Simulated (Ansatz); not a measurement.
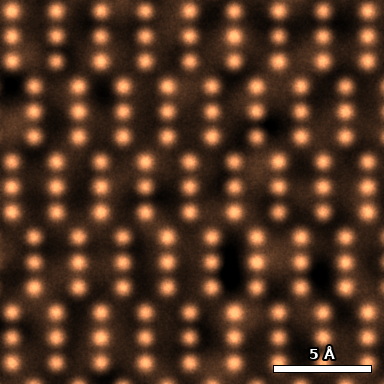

An image along [101] of one of the structures below (computed or model cells, partly hypothetical, each in its standard cell). The image is simulated as a sum over atoms of Z^1.7, blurred by a 0.67 Å probe (no channelling). Shot noise and the speckle of an amorphous layer were added.

A. Pt
Space group Fd-3m:1 (No. 227). a = 5.738 Å, b = 5.738 Å, c = 5.738 Å, α = 90.00°, β = 90.00°, γ = 90.00°
```
atom  site  symmetry       x       y       z
  Pt    8b      -43m  0.2500  0.2500  0.7500
```

B. Pt
Space group P6/mmm (No. 191). a = 4.536 Å, b = 4.536 Å, c = 2.699 Å, α = 90.00°, β = 90.00°, γ = 120.00°
| atom | site | symmetry | x | y | z |
| --- | --- | --- | --- | --- | --- |
| Pt | 1a | 6/mmm | 0.0000 | 0.0000 | 0.0000 |
| Pt | 2d | -6m2 | 0.3333 | 0.6667 | 0.5000 |

C. Pt
Space group P6_3/mmc (No. 194). a = 2.760 Å, b = 2.760 Å, c = 4.777 Å, α = 90.00°, β = 90.00°, γ = 120.00°
```csv
atom,site,symmetry,x,y,z
Pt,2c,-6m2,0.3333,0.6667,0.2500
```

D. W
Space group Fm-3m (No. 225). a = 3.999 Å, b = 3.999 Å, c = 3.999 Å, α = 90.00°, β = 90.00°, γ = 90.00°
```tsv
atom	site	symmetry	x	y	z
W	4a	m-3m	0.0000	0.0000	0.0000
```

### Which structure was imaged?

B, Pt. Along [101] the projected cells are A 3.51 × 3.51 Å, 109°; B 2.32 × 4.10 Å, 106°; C 2.39 × 2.67 Å, 117°; D 2.45 × 2.45 Å, 109°. The image repeats as B does.

Structure B: coordinates from a relaxation with DFT, PBE, plane waves (420 eV) with PAW, scalar-relativistic (Ansatz); the starting structure was generated, so it need not be a known form of this composition.
